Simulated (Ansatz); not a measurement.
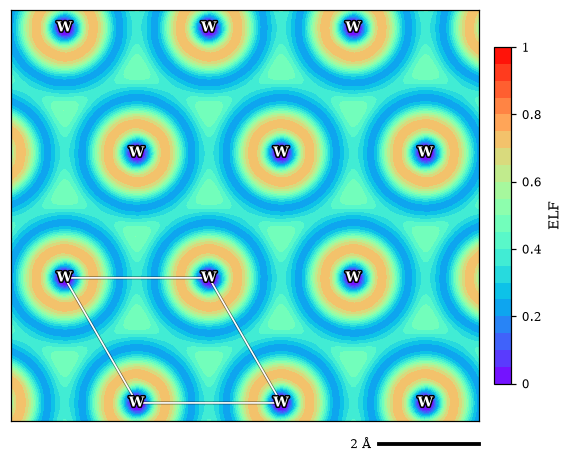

Figure. W. Electron localisation function on the (001) plane of the conventional cell.

Space group P-3m1; computed pressure about −14 GPa in this cell.

Level of theory: DFT r2SCAN, scalar-relativistic, plane waves, PAW in Ansatz 0.2.0.

Core electrons are frozen (PAW), and the valence fields are smoothed inside the atomic spheres.

The calculation's input:

```
crystal:
  lattice:
    - [2.03, -2.03, 0.0]
    - [2.03, 0.0, -2.03]
    - [9.2747005384, 9.2747005384, 9.2747005384]
  atoms:
    - { symbol: W, position: [0.6666666667, 0.6666666667, 0.0729437388] }
    - { symbol: W, position: [0.0, 0.0, 0.8025270432] }
    - { symbol: W, position: [0.3333333333, 0.3333333333, 0.2188603997] }
    - { symbol: W, position: [0.6666666667, 0.6666666667, 0.5106937215] }
    - { symbol: W, position: [0.0, 0.0, 0.3647770606] }
    - { symbol: W, position: [0.3333333333, 0.3333333333, 0.6566103823] }
basis:
  ecutwfc: 500
kpoints:
  mp_grid: { grid: [19, 19, 4] }
hamiltonian:
  xc: r2scan
scf:
  occupations: { method: gaussian, width: 0.15 }
output:
  forces: true
  stress: true
  eigenvalues: true
  write_density: true
  write_potential: true
  elf: true
  volumetric_format: npy
```

Launched as:

```sh
ansatz run input.yaml --threads 2 --pin off --max-ram 5120MiB --backend cpu --events-out ev --progress --plain --runs-dir out
```

Below, planes, directions and counts refer to the conventional cell (a = 2.87 Å, b = 2.87 Å, c = 16.06 Å, α = 90.00°, β = 90.00°, γ = 120.00°).

> Interpret the plot.

- Atoms in the plane: W.
- W–W (2.87 Å): the ELF is about 0.35 at the midpoint.
- The features right at W lie inside the PAW spheres, where the map follows smoothed inner orbitals and isn't to be read closely.
